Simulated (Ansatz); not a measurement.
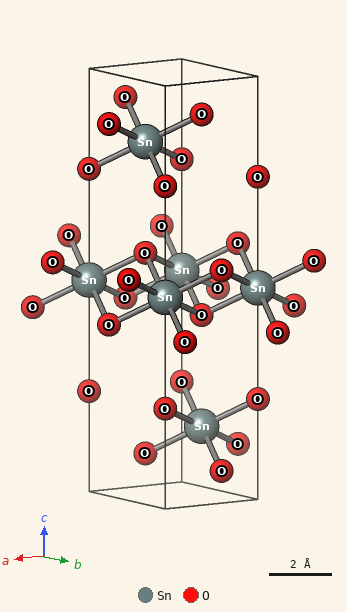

The starting point is a symmetric starting cell of SnO₂. Style: ball-and-stick. Shown: the conventional cell (3 times the calculation's cell), from a free direction. Lengths and directions refer to the drawn axes.

These are results of DFT PBE, scalar-relativistic, plane waves, PAW in Ansatz, not measurements. Set-up: plane-wave cutoff 420 eV; k-point mesh 12 × 12 × 12; occupations gaussian; smearing width 0.02 eV; no spin polarisation.

The variant: The cell is strained by +7.0 % along c and −2.0 % across it (volume +2.9 %) and the O atoms are displaced by 0.08 Å relative to the cell: O2 0.08 Å along −c. No relaxation follows. The starting cell wasn't computed here and needn't be at equilibrium, so pressure and forces aren't due to the change alone.

The input:
```yaml
crystal:
  lattice:
    - [1.5855112474, 0.9153953455, 5.1388903434]
    - [-1.5855112474, 0.9153953455, 5.1388903434]
    - [0.0, -1.8307906911, 5.1388903434]
  atoms:
    - { symbol: Sn, position: [0.5, 0.5, 0.5] }
    - { symbol: O, position: [0.2320675263, 0.2320675263, 0.2320675263] }
    - { symbol: O, position: [0.7679324737, 0.7679324737, 0.7679324737] }
basis:
  ecutwfc: 420
kpoints:
  mp_grid: { grid: [12, 12, 12] }
hamiltonian:
  xc: pbe
scf:
  occupations: { method: gaussian, width: 0.02 }
output:
  forces: true
  stress: true
  eigenvalues: true
```

What does the calculation give for the changed structure?

Answer. The pressure is 6.7 GPa (not all of it need come from the change, since the unchanged cell can be under pressure at this level too). The principal stresses (compression positive) are 2.9 GPa along c and 8.6 GPa across it. The largest forces, 0.41 eV/Å, act on O2 and O3; on O3 it points along −c. The forces point straight back along the displacements (cosine −1.00). Near-neighbour distances before and after: O–Sn 2.125 → 2.090 Å. The space group stays R-3m (No. 166).

The changed structure in the same view:

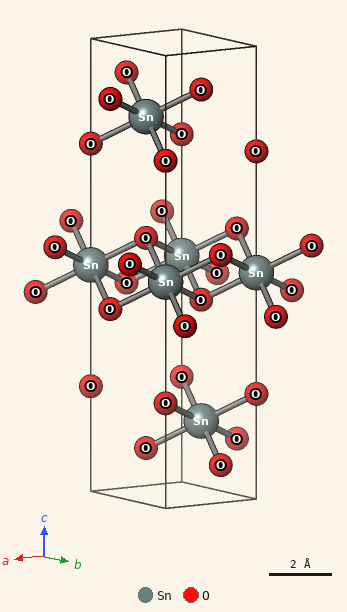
